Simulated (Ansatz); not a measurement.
Geometry relaxation of W (part 2 of 3)

W (defect cell, 26 atoms in the cell); DFT PBE, scalar-relativistic, plane waves, PAW, no spin polarisation (Ansatz 0.2.0); cutoff 420 eV, 4×4×4 k-mesh, Gaussian smearing of 0.1 eV. The structure derives from an entry of the Crystallography Open Database. It belongs to a series of runs on one base structure; here: atom 1 (W) set half-way to the vacancy, atoms relaxed in the symmetry of that start.

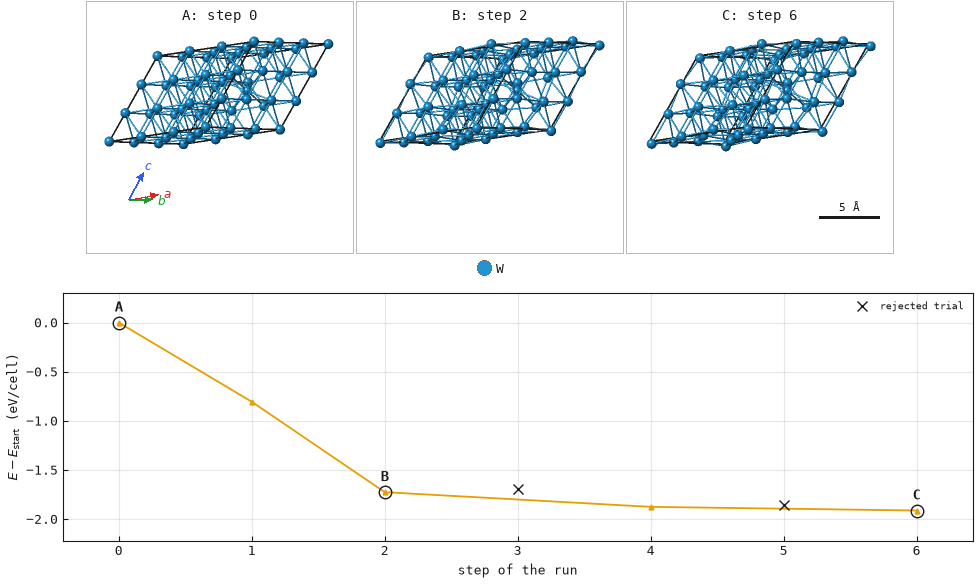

Figure 1. Frames of the relaxation (ball-and-stick view of the cell of the calculation, seen at an oblique angle) above the curves, on which the letters mark them (the first geometry is step 0 here and step 1 in the log).

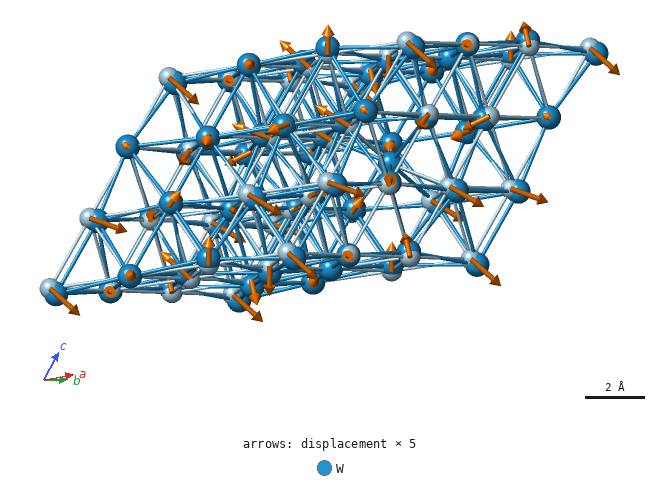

Figure 2. Start (faint) and end (solid) with the displacements as orange arrows, magnified 5 times (ball-and-stick view of the cell of the calculation, seen at an oblique angle). The largest moves, 0.28 Å, are those of 8 atoms (W3, W7, W9, W12 and others). The cell stays as it was. Distances before and after: W10–W11 2.855 → 3.164 Å, W15–W21 2.855 → 3.106 Å, W1–W19 2.472 → 2.707 Å, W15–W16 2.855 → 2.649 Å. Over 6 geometry steps the energy falls by 1.913 eV per cell of the calculation. Largest force component: 1.1 eV/Å at the start, 0.02 eV/Å at the end. The line search rejected the trial steps at points 3, 5 (counted from 0) and went back. (Atoms are counted from 1 in the order of the input.)

```
SCF converged after 6 iterations
Free energy (F): -269990.753966 eV
Harris-Foulkes:  -269990.753966 eV  (|F-HF|=2.31e-8)
Internal energy: -269990.631431 eV  (E = F + TS)
E sigma→0 (E₀):  -269990.692699 eV
Entropy (-TS):   -0.122535 eV (-4.713 meV/atom)
Fermi energy:    20.450838 eV
--- Per-component energies (eV) ---
  E_band       = -2741.261424
  E_kinetic    = 11654.775618
  E_local      = -17512.303690  (includes V_loc(G=0)·N_el)
  E_nonlocal   = 22.798658
  E_hartree    = 6259.648073
  E_xc         = -6918.039835
  E_vxc        = -6179.253631  (∫ρ·V_xc dr)
  E_paw        = -222623.025826  (= ΣΔE_a)
  E_vpaw       = -3246.573509  (= ΣTr[D̂ρ^β])
  E_aug_tail   = -0.001522  (compensation charges beyond the density's cutoff)
  E_ewald      = -40874.482908
  E_smearing   = -0.122535  (= −TS)
  E_closure    = 0.000000  (closes the sum)
  Σ components = -269990.753966   (vs F -269990.753966, Δ=0.00e0)
--- Forces (eV/Å), atoms counted from 1 ---
  atom   1  W     -0.00000000    -0.00000000     0.00000000
  atom   2  W     -0.00000000    -0.00000000     0.00000000
  atom   3  W     -0.00854788     0.00854788    -0.01277672
  atom   4  W     -0.01993051    -0.00037613     0.00965990
  atom   5  W      0.00037613     0.01993051     0.00965990
  atom   6  W      0.01993051     0.00037613    -0.00965990
  atom   7  W      0.00854788    -0.00854788     0.01277672
  atom   8  W     -0.00037613    -0.01993051    -0.00965990
  atom   9  W      0.00854788    -0.00854788    -0.01277672
  atom  10  W     -0.00037613    -0.01993051     0.00965990
  atom  11  W      0.01993051     0.00037613     0.00965990
  atom  12  W      0.00507798     0.00507798     0.01565609
  atom  13  W      0.00000000     0.00000000    -0.00027109
  atom  14  W     -0.00507798    -0.00507798     0.01565609
  atom  15  W     -0.00706976    -0.01238197     0.00000000
  atom  16  W      0.01238197     0.00706976     0.00000000
  atom  17  W     -0.01549689     0.01549689     0.00000000
  atom  18  W      0.00037613     0.01993051    -0.00965990
  atom  19  W     -0.00854788     0.00854788     0.01277672
  atom  20  W     -0.01993051    -0.00037613    -0.00965990
  atom  21  W     -0.01238197    -0.00706976     0.00000000
  atom  22  W      0.00706976     0.01238197     0.00000000
  atom  23  W      0.01549689    -0.01549689     0.00000000
  atom  24  W      0.00000000     0.00000000     0.00027109
  atom  25  W     -0.00507798    -0.00507798    -0.01565609
  atom  26  W      0.00507798     0.00507798    -0.01565609
  max |Σ_I F_I| component: 2.08e-17 eV/Å
--- Stress (GPa, compression-positive) ---
       -3.286793       0.674639       0.000000
        0.674639      -3.286793       0.000000
        0.000000       0.000000      -6.862123
  P = ⅓ Tr σ = -4.4786 GPa (-44.786 kbar)
--- Band table (eV; the first three rows and the last of 18) ---
  k-point 0: bands = ["-53.6045", "-53.3702", "-53.3655", "-53.2977", "-53.2432", "-53.2315", "-53.2248", "-53.2219", "-53.2162", "-53.2008", "-53.2005", "-53.1994", "-53.1902", "-53.1818", "-53.1760", "-53.1712", "-53.1684", "-53.1683", "-53.1675", "-53.1467", "-53.1333", "-53.1233", "-53.1105", "-53.1093", "-53.0702", "-53.0700", "-18.0643", "-18.0122", "-17.9369", "-17.8946", "-17.8789", "-17.8763", "-17.8737", "-17.8612", "-17.8541", "-17.8488", "-17.8419", "-17.8391", "-17.8290", "-17.8206",
      "-17.8091", "-17.8078", "-17.7997", "-17.7953", "-17.7863", "-17.7815", "-17.7801", "-17.7714", "-17.7690", "-17.7673", "-17.7652", "-17.7469", "-17.7468", "-17.7317", "-17.7259", "-17.6965", "-17.6796", "-17.6678", "-17.6570", "-17.6501", "-17.6465", "-17.6354", "-17.5892", "-17.5800", "-17.4073", "-17.3886", "-17.3553", "-17.3394", "-17.3274", "-17.3054", "-17.2974", "-17.2974", "-17.2776", "-17.2689", "-17.2634", "-17.2618", "-17.2420", "-17.2313", "-17.1887", "-17.1866",
      "-17.1828", "-17.1798", "-17.1566", "-17.1559", "-17.1505", "-17.1384", "-17.1301", "-17.1240", "-17.1167", "-17.1047", "-17.1035", "-17.0773", "-17.0690", "-17.0617", "-17.0563", "-17.0504", "-17.0490", "-17.0431", "-17.0111", "-16.9952", "-16.9800", "-16.9277", "-16.9171", "-16.8748", "11.5585", "14.4630", "14.4922", "14.5091", "14.5433", "14.6807", "14.6869", "14.7772", "14.7954", "15.1703", "15.2633", "15.3012", "15.3890", "15.4048", "15.5767", "16.2738",
      "16.4933", "16.5004", "16.5384", "16.5607", "16.6597", "16.6859", "16.6881", "16.7831", "16.8206", "16.8257", "16.8277", "16.8611", "16.9980", "17.0012", "17.0971", "17.2387", "17.2871", "17.3906", "17.4499", "17.5425", "17.5768", "17.6326", "17.7062", "17.7889", "17.8132", "17.8996", "17.9891", "18.1527", "18.3330", "18.3930", "18.5150", "18.6169", "18.8971", "18.9011", "19.0090", "19.0672", "19.1219", "19.1785", "19.2266", "19.2567",
      "19.3541", "19.3768", "19.4084", "19.4482", "19.4907", "19.5034", "19.5430", "19.5945", "19.6016", "19.6490", "19.6883", "19.7032", "19.7611", "19.7936", "19.8425", "19.8812", "19.9034", "20.0130", "20.0654", "20.1702", "20.2065", "20.2391", "20.2767", "20.4562", "20.4985", "20.5909", "20.6876", "20.9547", "21.1162", "21.2180", "21.4409", "21.4775", "21.5318", "21.5806", "21.6140", "22.0362", "22.0865", "22.1407", "22.1529", "22.1784",
      "22.2683", "22.3318", "22.4005", "22.4554", "22.4559", "22.6943", "22.7695", "22.8099", "22.8963", "22.9426", "22.9901", "23.0845", "23.0928", "23.1540", "23.2990", "23.3239", "23.4471", "23.4744", "23.5631"]
  k-point 1: bands = ["-53.6045", "-53.3693", "-53.3658", "-53.2961", "-53.2457", "-53.2373", "-53.2232", "-53.2202", "-53.2150", "-53.2035", "-53.2000", "-53.1934", "-53.1928", "-53.1815", "-53.1778", "-53.1736", "-53.1695", "-53.1667", "-53.1617", "-53.1490", "-53.1334", "-53.1219", "-53.1111", "-53.1092", "-53.0704", "-53.0700", "-18.0791", "-18.0326", "-18.0138", "-17.9657", "-17.9383", "-17.9133", "-17.9080", "-17.9041", "-17.9015", "-17.8891", "-17.8873", "-17.8750", "-17.8590", "-17.8414",
      "-17.8358", "-17.8302", "-17.8295", "-17.8182", "-17.7968", "-17.7762", "-17.7660", "-17.7653", "-17.7401", "-17.7229", "-17.6930", "-17.6846", "-17.6733", "-17.6688", "-17.6425", "-17.6219", "-17.6105", "-17.5921", "-17.5904", "-17.5748", "-17.5544", "-17.5480", "-17.5362", "-17.5261", "-17.4220", "-17.3891", "-17.3851", "-17.3530", "-17.3483", "-17.3340", "-17.3287", "-17.3229", "-17.2876", "-17.2822", "-17.2737", "-17.2567", "-17.2512", "-17.2395", "-17.2060", "-17.1950",
      "-17.1926", "-17.1888", "-17.1765", "-17.1662", "-17.1475", "-17.1422", "-17.1401", "-17.1255", "-17.1151", "-17.1081", "-17.1077", "-17.0880", "-17.0811", "-17.0651", "-17.0621", "-17.0605", "-17.0532", "-17.0294", "-17.0164", "-17.0054", "-17.0043", "-16.9406", "-16.9199", "-16.8984", "11.8553", "13.7561", "14.5555", "14.5798", "14.6133", "14.9388", "14.9535", "15.0073", "15.0730", "15.1835", "15.2349", "15.2708", "15.4120", "15.5474", "15.6582", "16.1360",
      "16.2571", "16.3137", "16.4114", "16.5074", "16.6221", "16.6623", "16.7171", "16.8042", "16.8462", "16.8758", "16.8963", "16.8964", "17.0447", "17.0815", "17.2027", "17.2447", "17.3110", "17.3853", "17.4262", "17.5140", "17.5657", "17.6280", "17.6654", "17.7032", "17.7131", "17.8655", "18.0571", "18.2113", "18.3105", "18.3305", "18.4909", "18.5731", "18.6754", "18.7180", "18.7739", "18.8887", "18.9133", "18.9514", "19.0604", "19.1138",
      "19.1910", "19.2707", "19.3197", "19.3285", "19.3890", "19.4124", "19.4420", "19.4756", "19.5616", "19.5899", "19.6967", "19.7169", "19.7915", "19.7972", "19.8416", "19.9196", "19.9437", "20.0232", "20.1200", "20.1813", "20.2926", "20.3405", "20.3840", "20.4766", "20.5448", "20.6074", "20.7792", "20.9805", "21.0317", "21.0844", "21.1249", "21.2215", "21.5288", "21.6008", "21.6708", "21.7793", "21.8646", "21.9189", "21.9727", "22.1442",
      "22.2269", "22.2585", "22.4017", "22.4440", "22.5050", "22.5120", "22.5152", "22.5982", "22.6202", "22.8346", "22.9391", "23.0068", "23.0971", "23.1116", "23.1663", "23.1740", "23.1835", "23.3615", "23.5022"]
  k-point 2: bands = ["-53.6045", "-53.3681", "-53.3663", "-53.2943", "-53.2472", "-53.2431", "-53.2230", "-53.2187", "-53.2104", "-53.2084", "-53.2016", "-53.1911", "-53.1871", "-53.1820", "-53.1787", "-53.1782", "-53.1694", "-53.1672", "-53.1539", "-53.1537", "-53.1338", "-53.1207", "-53.1116", "-53.1090", "-53.0707", "-53.0698", "-18.0952", "-18.0930", "-18.0186", "-17.9893", "-17.9649", "-17.9464", "-17.9455", "-17.9336", "-17.9184", "-17.9090", "-17.9026", "-17.8971", "-17.8894", "-17.8713",
      "-17.8688", "-17.8572", "-17.8519", "-17.8317", "-17.8169", "-17.7968", "-17.7378", "-17.7242", "-17.7096", "-17.6907", "-17.6455", "-17.6266", "-17.6207", "-17.6129", "-17.5876", "-17.5725", "-17.5412", "-17.5361", "-17.5332", "-17.5215", "-17.4848", "-17.4596", "-17.4426", "-17.4389", "-17.4242", "-17.4132", "-17.4032", "-17.3712", "-17.3653", "-17.3461", "-17.3458", "-17.3384", "-17.3237", "-17.3210", "-17.3001", "-17.2869", "-17.2738", "-17.2551", "-17.2377", "-17.2144",
      "-17.2119", "-17.1886", "-17.1662", "-17.1601", "-17.1589", "-17.1515", "-17.1495", "-17.1395", "-17.1331", "-17.1222", "-17.1013", "-17.1009", "-17.0918", "-17.0836", "-17.0676", "-17.0610", "-17.0466", "-17.0391", "-17.0306", "-17.0127", "-17.0050", "-16.9559", "-16.9229", "-16.9142", "12.6411", "12.7064", "14.7381", "14.7958", "14.8428", "14.9205", "14.9209", "15.0165", "15.0489", "15.4602", "15.6399", "15.6644", "15.7576", "15.8165", "15.8210", "15.8611",
      "15.8779", "15.9613", "16.0824", "16.2727", "16.2979", "16.5908", "16.6044", "16.6625", "16.9086", "16.9331", "16.9372", "16.9814", "17.0595", "17.0951", "17.1395", "17.2661", "17.2664", "17.3181", "17.4859", "17.5584", "17.5807", "17.6762", "17.7513", "17.7990", "17.8220", "17.9296", "18.1139", "18.1160", "18.1439", "18.2833", "18.5076", "18.5557", "18.6171", "18.7073", "18.7208", "18.7473", "18.8254", "18.9246", "18.9577", "18.9758",
      "18.9944", "19.0621", "19.0625", "19.1236", "19.1338", "19.2489", "19.2697", "19.4238", "19.4546", "19.5608", "19.6118", "19.6457", "19.6855", "19.7526", "19.8166", "19.9007", "19.9785", "20.0457", "20.1956", "20.3292", "20.3968", "20.5066", "20.5408", "20.5948", "20.8208", "20.8461", "20.8823", "20.9286", "20.9625", "21.0224", "21.0417", "21.0573", "21.1232", "21.1985", "21.3702", "21.4857", "21.8106", "21.8680", "21.9832", "22.0663",
      "22.1175", "22.1330", "22.1762", "22.3890", "22.4013", "22.4434", "22.5258", "22.5522", "22.6537", "22.7148", "22.8601", "22.8999", "23.0171", "23.1014", "23.1991", "23.2167", "23.2664", "23.3460", "23.3820"]
```
